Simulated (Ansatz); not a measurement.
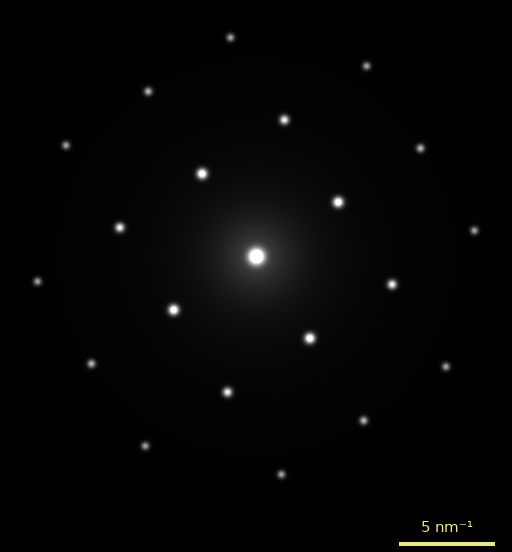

Kinematic zone-axis pattern, calculated for 200 keV electrons with B = 0.5 Å².

Phase: Ru, space group Fd-3m (No. 227), a = 5.454 Å. Structure: the input geometry of an electronic-structure calculation (not necessarily at equilibrium); the starting structure was generated, so it need not be a known form of this composition.

**Which low-index zone axis gives this pattern?**

The spots form a square net with both shortest vectors at d = 1.93 Å, 90.0° apart. They index as 2 -2 0 and 2 2 0, so the zone axis is [001] (or an equivalent direction of <001>).

**Which reflections of this zone are missing, and why?**

The lattice centring (F) removes all reflections that break h + k = 2n, h + l = 2n; a glide plane extinguishes reflections such as 2 -4 0, 2 4 0, 4 -2 0; a screw axis and a glide plane both extinguish reflections such as 0 2 0, 2 0 0, 0 6 0.
